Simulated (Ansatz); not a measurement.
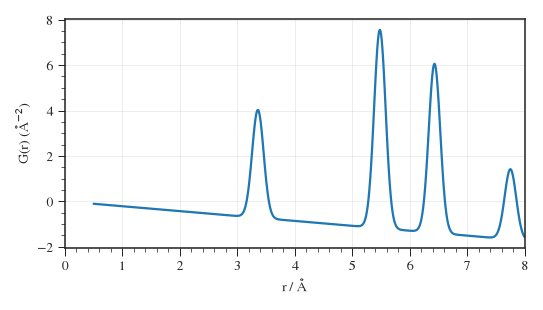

Simulated X-ray pair distribution function, G(r) = R(r)/r − 4πρ₀r, summed over the atomic distances of the structure with each pair weighted by the product of the atomic numbers (X-ray weights at Q = 0); every distance is a Gaussian of σ = 0.10 Å.

Candidate structures:

A. 
```cif
data_structure
_symmetry_space_group_name_H-M 'P 1'
_symmetry_Int_Tables_number 1
_cell_length_a 7.7513
_cell_length_b 7.7513
_cell_length_c 7.7513
_cell_angle_alpha 90.000
_cell_angle_beta 90.000
_cell_angle_gamma 90.000
_cell_volume 465.72
loop_
_atom_site_label
_atom_site_type_symbol
_atom_site_fract_x
_atom_site_fract_y
_atom_site_fract_z
_atom_site_occupancy
Na1 Na 0.75000 0.75000 0.75000 1
Na2 Na 0.00000 0.50000 0.00000 1
Na3 Na 0.75000 0.25000 0.25000 1
Na4 Na 0.00000 0.00000 0.50000 1
Na5 Na 0.25000 0.75000 0.25000 1
Na6 Na 0.50000 0.50000 0.50000 1
Na7 Na 0.25000 0.25000 0.75000 1
Na8 Na 0.50000 0.00000 0.00000 1
```

B. 
```cif
data_structure
_symmetry_space_group_name_H-M 'P6_3/mmc'
_symmetry_Int_Tables_number 194
_cell_length_a 3.7250
_cell_length_b 3.7250
_cell_length_c 12.1003
_cell_angle_alpha 90.000
_cell_angle_beta 90.000
_cell_angle_gamma 120.000
_cell_volume 145.41
loop_
_atom_site_label
_atom_site_type_symbol
_atom_site_symmetry_multiplicity
_atom_site_Wyckoff_symbol
_atom_site_fract_x
_atom_site_fract_y
_atom_site_fract_z
_atom_site_occupancy
Na1 Na 2 a 0.00000 0.00000 0.00000 1
Na2 Na 2 c 0.33333 0.66667 0.25000 1
```

All cells are input geometries of electronic-structure calculations (not necessarily at equilibrium); the starting structure was generated, so it need not be a known form of this composition.

From which structure was the curve computed?

Answer. Candidate A, Na, Fd-3m (first clear peaks at 3.36 Å (Na–Na) and 5.48 Å (Na–Na)). B would give first clear peaks at 3.72 Å (Na–Na) and 5.26 Å (Na–Na).
